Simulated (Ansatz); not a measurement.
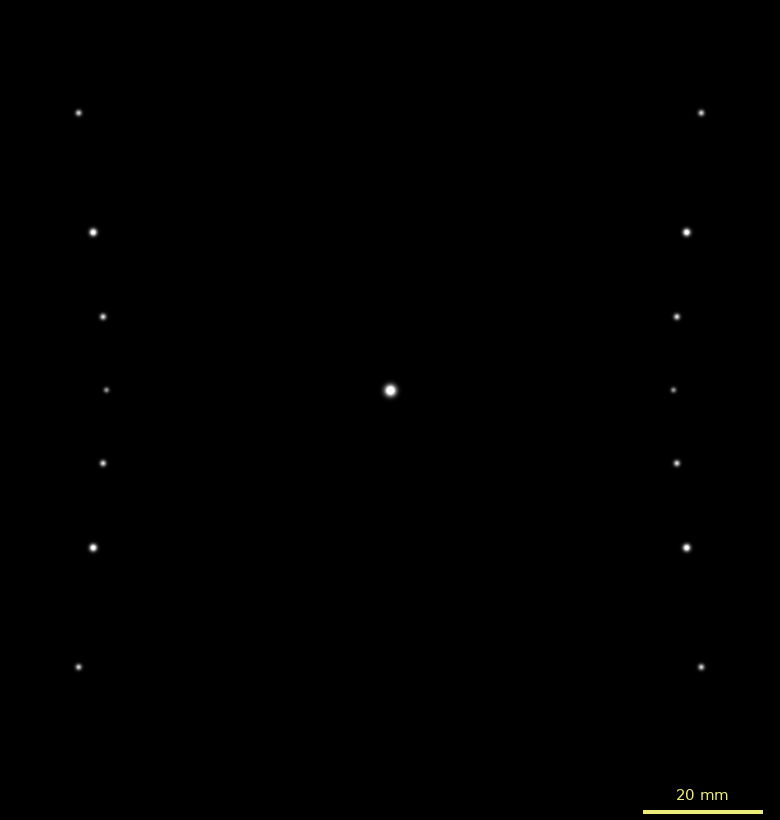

Simulated X-ray rotation photograph: Fe Kα radiation (λ = 1.9373 Å), cylindrical film of radius 57.3 mm unrolled, rotation axis vertical and normal to the beam, kinematic intensities without Lorentz or polarisation factors, the film spanning ±63° about the beam; spots down to d = 1.88 Å.

**What lattice repeat along the rotation axis do the layer lines give?**

The first layer line lies 12.4 mm from the equator, so tan ν = 0.216, sin ν = 0.211 and the period is λ/sin ν = 9.19 Å. Further lines follow at 26.7, 46.8 mm.

The crystal is Pt, space group P6_3/mmc (No. 194), a = 2.75 Å, c = 9.19 Å (hexagonal axes). Structure: the end point of a relaxation with DFT, PBEsol, plane waves (420 eV) with PAW, scalar-relativistic (Ansatz 0.2.0); the starting structure was generated, so it need not be a known form of this composition.

**About which axis was it rotated?**

About [001], whose length in the conventional cell is 9.187 Å.
